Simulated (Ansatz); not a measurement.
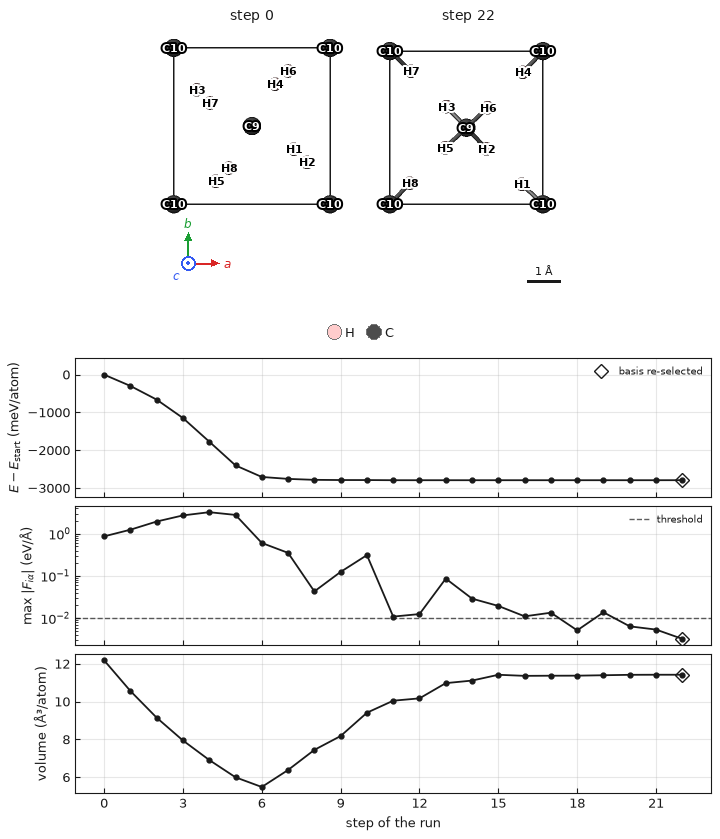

First and last geometry of a relaxation of crystalline H4C (built on the Pd4S-114 type type), with the history of the run. The picture is a ball-and-stick view of the cell of the calculation, seen along the c axis.

Theory: DFT, PBEsol, plane waves, PAW in Ansatz.

The input:
```yaml
crystal:
  lattice:
    - [4.81473241, 0.0, 0.0]
    - [0.0, 4.81473241, 0.0]
    - [0.0, 0.0, 5.2569721]
  atoms:
    - { symbol: H, position: [0.76813266, 0.35236268, 0.84217422] }
    - { symbol: H, position: [0.85236268, 0.26813266, 0.34217422] }
    - { symbol: H, position: [0.14763732, 0.73186734, 0.34217422] }
    - { symbol: H, position: [0.64763732, 0.76813266, 0.15782578] }
    - { symbol: H, position: [0.26813266, 0.14763732, 0.65782578] }
    - { symbol: H, position: [0.73186734, 0.85236268, 0.65782578] }
    - { symbol: H, position: [0.23186734, 0.64763732, 0.84217422] }
    - { symbol: H, position: [0.35236268, 0.23186734, 0.15782578] }
    - { symbol: C, position: [0.5, 0.5, 0.5] }
    - { symbol: C, position: [0.0, 0.0, 0.0] }
kpoints:
  mp_grid: { grid: [4, 4, 4] }
hamiltonian:
  xc: pbesol
scf:
  occupations: { method: fermi_dirac, width: 0.03 }
relax:
  f_tol: 0.01
  cell: {}
  max_steps: 120
output:
  write_density: true
  write_potential: true
  elf: true
  volumetric_format: npy
```

Launched with:
```bash
ansatz run input.yaml --threads 4 --pin off --max-ram 4608MiB --backend cpu --events-out ev --progress --plain --runs-dir out
```

What do the curves and the structures tell?

Answer. It converged. The largest moves relative to the cell, 1.15 Å, are those of 8 atoms (H1, H2, H3, H4 and others). H3 goes roughly along [2 −1 0]. C stays in place. The drawn cell changes as follows: a = b 4.815 → 4.715 Å (−2.1 %), c 5.257 → 5.139 Å (−2.2 %); the volume changes by −6.3 %. Some distances before and after: H1–C10 2.194 → 1.099 Å. New bonds form, among them: H1–C10 (2.19 → 1.10 Å), H2–C9 (2.19 → 1.10 Å), H3–C9 (2.19 → 1.10 Å), H4–C10 (2.19 → 1.10 Å). The space group stays P-42_1c (No. 114). The energy falls by 2790 meV per atom in 21 accepted moves (22 points after the start). Largest force component: 0.87 eV/Å at the start, 0.0032 eV/Å at the end. Pressure: −21.25 GPa at the start and −0.04 GPa at the end. The SCF was repeated once at an unchanged geometry on a basis and grid sized afresh for the cell, which shifted the energy by 0.9 meV per atom at most.

Limits of the set-up: layers or molecules are held without a dispersion correction, so their spacing is unreliable.
